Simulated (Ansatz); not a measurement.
```cif
data_structure
_symmetry_space_group_name_H-M 'P 1'
_symmetry_Int_Tables_number 1
_cell_length_a 4.7609
_cell_length_b 4.7609
_cell_length_c 6.5558
_cell_angle_alpha 90.000
_cell_angle_beta 90.000
_cell_angle_gamma 120.000
_cell_volume 128.68
loop_
_atom_site_label
_atom_site_type_symbol
_atom_site_fract_x
_atom_site_fract_y
_atom_site_fract_z
_atom_site_occupancy
Ta1 Ta 0.50910 0.01819 0.33333 1
Ta2 Ta 0.50910 0.49090 0.66667 1
Ta3 Ta 0.98181 0.49090 0.00000 1
Si1 Si 0.16616 0.33231 0.33333 1
Si2 Si 0.84762 0.15238 0.66667 1
Si3 Si 0.66769 0.83384 0.00000 1
Si4 Si 0.84762 0.69524 0.33333 1
Si5 Si 0.16616 0.83384 0.66667 1
Si6 Si 0.30476 0.15238 0.00000 1
```

Space group P3₂12; not relaxed (largest force 0.6 eV/Å); computed without spin polarisation.

Theory: DFT PBEsol, scalar-relativistic, plane waves, PAW in Ansatz.

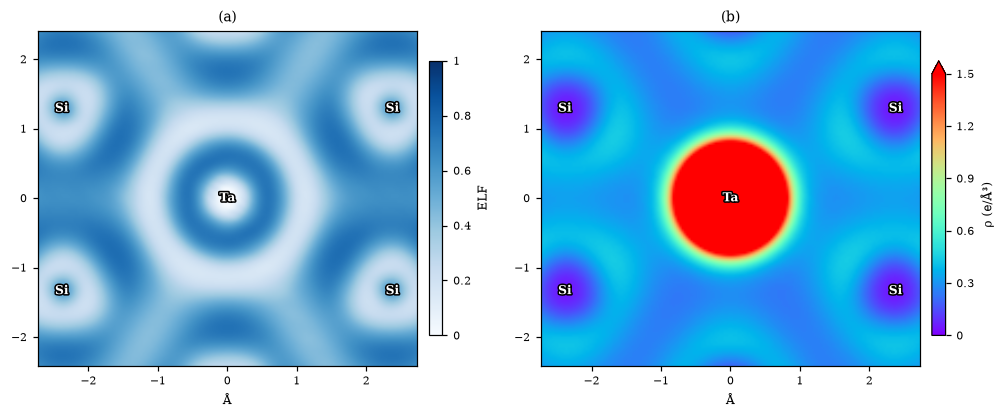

TaSi$_{2}$. (a) ELF; (b) valence pseudo-density on the (001) plane of the conventional cell.

The density is the valence pseudo-density of a PAW calculation; it isn't the true density close to the nuclei.

### Describe what can be read from this map.

- The plane passes through Ta and Si nuclei.
- Si–Si (2.63 Å): ρ at the midpoint is about 0.33 e/Å³; the ELF peaks at about 0.70 between the atoms.
- Ta–Si (2.71 Å): ρ at the midpoint is about 0.35 e/Å³; the ELF peaks at about 0.75 in the valence shell of Si, 0.9 Å from its nucleus, and is about 0.40 at the midpoint.
- Between the atoms the lowest density in this plane is 0.24 e/Å³.
- The features right at Ta lie inside the PAW spheres, where the map follows smoothed inner orbitals and isn't to be read closely.

### Does the calculation give a band gap?

It is gapless in this calculation (a metal or semimetal).
